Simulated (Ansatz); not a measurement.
Structure (in its standard cell), the end point of a relaxation with DFT, LDA (PW92), plane waves (420 eV) with PAW, scalar-relativistic in Ansatz; the starting structure was generated, so it need not be a known form of this composition:

```cif
data_structure
_symmetry_space_group_name_H-M 'P6_3/mmc'
_symmetry_Int_Tables_number 194
_cell_length_a 2.9686
_cell_length_b 2.9686
_cell_length_c 9.4616
_cell_angle_alpha 90.000
_cell_angle_beta 90.000
_cell_angle_gamma 120.000
_cell_volume 72.21
loop_
_atom_site_label
_atom_site_type_symbol
_atom_site_symmetry_multiplicity
_atom_site_Wyckoff_symbol
_atom_site_fract_x
_atom_site_fract_y
_atom_site_fract_z
_atom_site_occupancy
Ge1 Ge 2 a 0.00000 0.00000 0.00000 1
Ge2 Ge 2 c 0.33333 0.66667 0.25000 1
```

Predict the [201] zone-axis pattern (200 kV, kinematic, B = 1 Å²).

Answer. The spots form a centred rectangular net whose two shortest vectors correspond to d = 2.57 Å and 2.26 Å, 63.9° apart. They are 0 1 0 and 1 0 -2. The pattern has symmetry 2mm. Reflections such as 1 -2 -2, 1 1 -2 are allowed but too weak to see at this display level.

Strongest reflections with d > 0.80 Å, one of each family (|F|² from tabulated Gaussian fits of the electron scattering factors, times a small damping for the curvature of the Ewald sphere):

```json
{"hkl": "1 0 -2", "d (Å)": "2.259", "I (strongest = 100)": "100"}
{"hkl": "2 -1 -4", "d (Å)": "1.257", "I (strongest = 100)": "44"}
{"hkl": "0 1 0", "d (Å)": "2.571", "I (strongest = 100)": "14"}
{"hkl": "0 3 0", "d (Å)": "0.857", "I (strongest = 100)": "12"}
{"hkl": "1 2 -2", "d (Å)": "0.952", "I (strongest = 100)": "10"}
{"hkl": "3 -1 -6", "d (Å)": "0.827", "I (strongest = 100)": "6"}
```

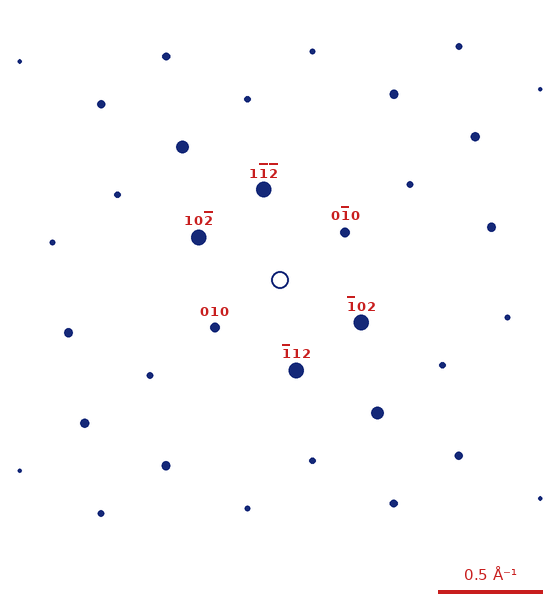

Calculated pattern, seen from the source side with [201] pointing towards the source.
